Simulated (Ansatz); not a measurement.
# Run report: PtSe₂, geometry relaxation (part 2 of 2)

The same run, continued: PtSe₂ (P-3m1, 3 atoms in the cell); DFT PBE+D3(BJ), scalar-relativistic, plane waves, PAW, no spin polarisation (Ansatz 0.2.0); cutoff 420 eV, 15×15×10 k-mesh, Gaussian smearing of 0.1 eV. The structure derives from an entry of the Crystallography Open Database.

Geometry of the input (Å; fractional positions):
```
3.7644  0.0000  0.0000
-1.8822  3.2601  0.0000
0.0000  0.0000  4.8653
Pt 0.0000  0.0000  0.0000
Se 0.3333  0.6667  0.2644
Se 0.6667  0.3333  0.7356
```

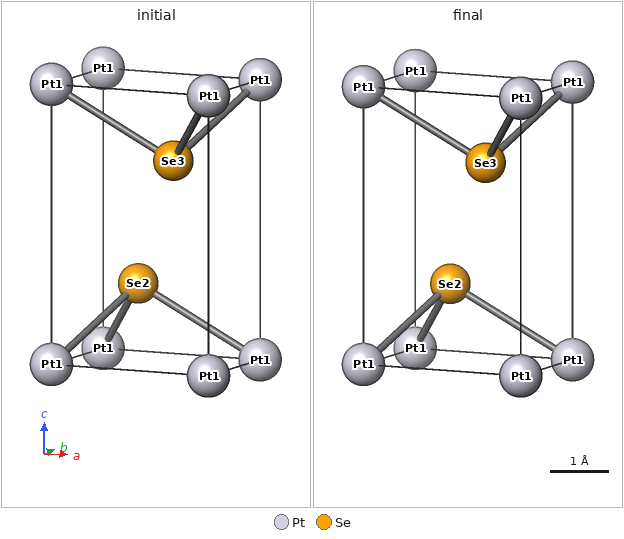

*Before (left) and after (right) the relaxation, at one scale (ball-and-stick view of the cell of the calculation, seen at an oblique angle).*

The energy falls by 0.8 meV per cell of the calculation in 3 geometry steps. Largest force component: 0.004 eV/Å at the start, 0.00071 eV/Å at the end. The pressure goes from −0.07 to −0.01 GPa. The line search rejected the trial step at point 2 (counted from 0) and went back. The largest moves relative to the cell, 0.005 Å, are those of Se2 and Se3. Pt stays in place. The volume changes by −0.5 %, with a = b 3.764 → 3.771 Å (+0.2 %), c 4.865 → 4.823 Å (−0.9 %). The space group stays P-3m1 (No. 164). A last SCF at the same geometry on a re-selected plane-wave basis shifts the energy by +0.1 meV per cell of the calculation. (Atoms are counted from 1 in the order of the input.)

```
basis re-selected at this cell: Δ(F+E_penalty+E_count) = +5.678e-5 eV, ΔP = +0.001 GPa vs the last step (what re-selecting the basis moved, of the pressure what is left beyond the Pulay correction that the steps carried, after the strain that the cell walked since its last selection, with what the two solves' SCF thresholds leave and, on support functions, any second-order correction that the steps lacked; it is no measure of the basis error at this ecutwfc). This SCF's stress stands 2.34e-2 GPa from its target on what of the cell is left free (relax.cell.stress_tol is 5.00e-2 GPa) and its largest allowed force component is 7.13e-4 eV/Å (relax.f_tol is 5.00e-3 eV/Å): within both
SCF converged after 6 iterations
Free energy (F): -23463.735020 eV
Harris-Foulkes:  -23463.735020 eV  (|F-HF|=7.28e-12)
Internal energy: -23463.731265 eV  (E = F + TS)
E sigma→0 (E₀):  -23463.733142 eV
Entropy (-TS):   -0.003755 eV (-1.252 meV/atom)
Fermi energy:    13.643658 eV
--- Per-component energies (eV) ---
  E_band       = -936.752835
  E_kinetic    = 874.617224
  E_local      = -6474.104495  (includes V_loc(G=0)·N_el)
  E_nonlocal   = -989.927831
  E_hartree    = 3003.295139
  E_xc         = -470.721785
  E_vxc        = -500.008910  (∫ρ·V_xc dr)
  E_paw        = -13278.229794  (= ΣΔE_a)
  E_vpaw       = 146.081954  (= ΣTr[D̂ρ^β])
  E_aug_tail   = -0.001005  (compensation charges beyond the density's cutoff)
  E_ewald      = -6127.188474
  E_disp       = -1.470245  (pairwise vdW)
  E_smearing   = -0.003755  (= −TS)
  E_closure    = -0.000000  (closes the sum)
  Σ components = -23463.735020   (vs F -23463.735020, Δ=0.00e0)
--- Forces (eV/Å), atoms counted from 1 ---
  atom   1  Pt     0.00000000     0.00000000     0.00000000
  atom   2  Se    -0.00000000     0.00000000     0.00071288
  atom   3  Se     0.00000000    -0.00000000    -0.00071288
  max |Σ_I F_I| component: 2.31e-18 eV/Å
--- Stress (GPa, compression-positive) ---
       -0.000101       0.000000      -0.000000
        0.000000      -0.000101       0.000000
       -0.000000       0.000000      -0.023444
  P = ⅓ Tr σ = -0.0079 GPa (-0.079 kbar)
--- Band table (eV; the first three rows and the last of 238) ---
  k-point 0: bands = ["-85.6910", "-39.9382", "-39.9382", "-39.8476", "-34.8974", "-34.8974", "-34.8948", "-34.8948", "-34.8893", "-34.8893", "-34.8839", "-34.8839", "-34.8831", "-34.8824", "-2.0198", "1.0786", "6.5313", "7.4222", "7.4222", "9.8607", "9.8607", "11.1779", "12.6415", "12.6415", "14.4274", "14.7223", "14.7223", "17.0145", "17.7618", "20.9435"]
  k-point 1: bands = ["-85.6910", "-39.9382", "-39.9382", "-39.8476", "-34.8973", "-34.8973", "-34.8948", "-34.8948", "-34.8892", "-34.8892", "-34.8840", "-34.8840", "-34.8831", "-34.8823", "-1.9709", "0.9501", "6.7003", "7.4316", "7.4316", "9.8545", "9.8545", "11.1724", "12.5548", "12.5548", "14.1162", "14.8490", "14.8490", "17.1149", "18.0678", "20.9018"]
  k-point 2: bands = ["-85.6910", "-39.9382", "-39.9382", "-39.8477", "-34.8971", "-34.8971", "-34.8949", "-34.8949", "-34.8888", "-34.8888", "-34.8845", "-34.8845", "-34.8832", "-34.8822", "-1.8263", "0.6145", "7.1518", "7.4565", "7.4565", "9.8393", "9.8393", "11.1488", "12.3555", "12.3555", "13.4224", "15.1624", "15.1624", "17.4253", "18.7222", "20.7733"]
  k-point 237: bands = ["-85.6908", "-39.9442", "-39.9442", "-39.8471", "-34.8959", "-34.8959", "-34.8956", "-34.8955", "-34.8878", "-34.8870", "-34.8870", "-34.8865", "-34.8820", "-34.8820", "0.0650", "0.0650", "7.2356", "7.2356", "7.6991", "9.2241", "9.3663", "9.3663", "10.2050", "11.1726", "11.1726", "15.9858", "15.9858", "20.2390", "21.2632", "21.2902"]
--- Relaxed structure (4 steps of the walk, 3 accepted, 1 SCFs on fresh bases) ---
  F+E_penalty+E_count = -23463.73501991 eV   max|allowed force component| = 7.129e-4 eV/Å   (the final SCF, on the basis selected at the relaxed cell)
  cell:  # Å, volume = 59.4147 Å³
    - [3.7714571401730637, -9.398310737210549e-33, -3.266347634850719e-18]
    - [-1.8857285700865318, 3.2661776926740815, 1.6331738174253465e-18]
    - [-4.2215392279777044e-18, -1.917899644103558e-32, 4.823306843300925]
  atoms:
    - { symbol: Pt, position: [4.641676386317457e-35, -3.933251179021098e-35, 0.0] }
    - { symbol: Se, position: [0.3333333333333333, 0.6666666666666666, 0.26545587354911077] }
    - { symbol: Se, position: [0.6666666666666666, 0.3333333333333333, 0.7345441264508893] }
```

Trajectory as extended XYZ (Å, eV, eV/Å), 5 frames, from step=1 to step=5
```
3
Lattice="3.7644 0.0000 0.0000 -1.8822 3.2601 0.0000 0.0000 0.0000 4.8653" Properties=species:S:1:pos:R:3:forces:R:3 step=1 energy=-23463.73429 pressure_GPa=-0.07
Pt    0.0000    0.0000    0.0000    0.0000   0.0000   0.0000
Se    0.0000    2.1734    1.2866    0.0000   0.0000  -0.0040
Se    1.8822    1.0867    3.5787    0.0000   0.0000   0.0040
3
Lattice="3.7708 0.0000 0.0000 -1.8854 3.2656 0.0000 0.0000 0.0000 4.8293" Properties=species:S:1:pos:R:3:forces:R:3 step=2 energy=-23463.73504 pressure_GPa=-0.00
Pt    0.0000    0.0000    0.0000    0.0000   0.0000   0.0000
Se    0.0000    2.1771    1.2805    0.0000   0.0000   0.0079
Se    1.8854    1.0885    3.5489    0.0000   0.0000  -0.0079
3
Lattice="3.7706 0.0000 0.0000 -1.8853 3.2654 0.0000 0.0000 0.0000 4.8170" Properties=species:S:1:pos:R:3:forces:R:3 step=3 energy=-23463.73505 pressure_GPa=0.02 accepted=F
Pt    0.0000    0.0000    0.0000    0.0000   0.0000   0.0000
Se    0.0000    2.1769    1.2819    0.0000   0.0000  -0.0177
Se    1.8853    1.0885    3.5351    0.0000   0.0000   0.0177
3
Lattice="3.7715 0.0000 0.0000 -1.8857 3.2662 0.0000 0.0000 0.0000 4.8233" Properties=species:S:1:pos:R:3:forces:R:3 step=4 energy=-23463.73508 pressure_GPa=-0.01
Pt    0.0000    0.0000    0.0000    0.0000   0.0000   0.0000
Se    0.0000    2.1775    1.2804    0.0000   0.0000   0.0007
Se    1.8857    1.0887    3.5429    0.0000   0.0000  -0.0007
3
Lattice="3.7715 0.0000 0.0000 -1.8857 3.2662 0.0000 0.0000 0.0000 4.8233" Properties=species:S:1:pos:R:3:forces:R:3 step=5 energy=-23463.73502 pressure_GPa=-0.01
Pt    0.0000    0.0000    0.0000    0.0000   0.0000   0.0000
Se    0.0000    2.1775    1.2804    0.0000   0.0000   0.0007
Se    1.8857    1.0887    3.5429    0.0000   0.0000  -0.0007
```

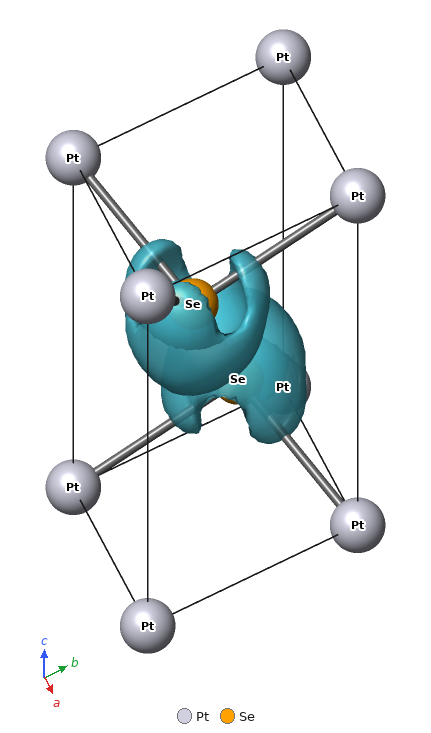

*Isosurface of the electron localisation function at 0.75 (cyan), seen at an oblique angle. Core shells and regions of very low density are left out. Sticks mark near contacts. The outline is the cell set on symmetry axes.*

Along the contacts the grid gives the following. Pt–Se (2.53 Å): the ELF is about 0.50 at the midpoint. In a PAW calculation such maps are meaningful between the atoms, not at the nuclei.

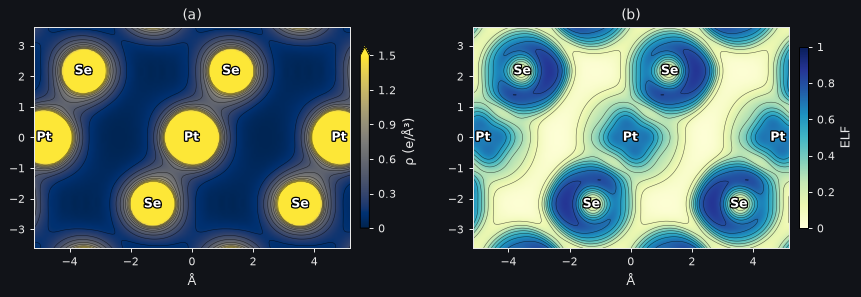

*(a) valence pseudo-density; (b) electron localisation function on the (110) plane of the conventional cell.*

Atoms in the plane: Pt and Se. Pt–Se (2.53 Å): the density is about 0.56 e/Å³ at the midpoint; the ELF is about 0.50 at the midpoint. Away from the nuclei the density in this plane falls to 0.02 e/Å³ at its lowest. The strong features right at Pt lie inside the PAW spheres (semicore, d or f shells) and say nothing about bonding.

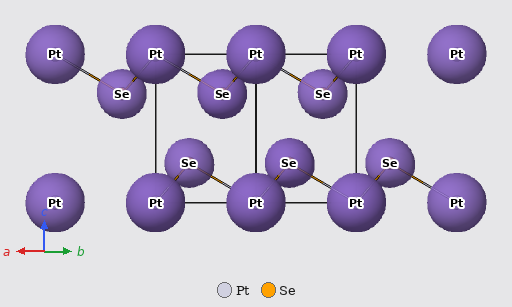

*Isosurface of the valence charge density (pseudo) at 1 e/Å³ (purple), seen along [110]. Sticks mark near contacts. The outline is the cell set on symmetry axes.*

At this value the density breaks into separate islands; it holds about 70 % of the electrons treated as valence (semicore included). It is pinched off along the Pt–Se (2.53 Å) contacts. On the grid the lowest density along these lines, outside the cores, is 0.56 e/Å³ (Pt–Se, 2.53 Å).
